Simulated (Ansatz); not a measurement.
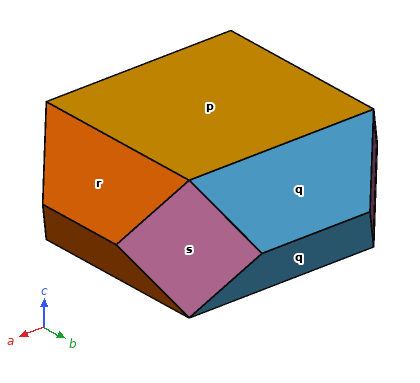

BFDH (Bravais–Friedel–Donnay–Harker) growth shape, computed from the cell and space group alone: each face lies at a distance from the centre proportional to 1/d(hkl), with d taken for the first order that the space group does not extinguish. It ignores bonding, solvent and kinetics. Faces of one form share a colour. Cell of SiNi: space group Pmmn (No. 59), a = 3.027 Å, b = 3.273 Å, c = 4.698 Å, α = 90.00°, β = 90.00°, γ = 90.00°. The structure is a calculation's input; it may be strained or unrelaxed. Forms under 0.4 % of the area are left out.

### Index the forms that can be seen.

yellow (p): {001} (d = 4.70 Å, 37 % of the area); blue (q): {011} (d = 2.69 Å, 25 % of the area); orange (r): {101} (d = 2.54 Å, 22 % of the area); pink (s): {110} (d = 2.22 Å, 16 % of the area).
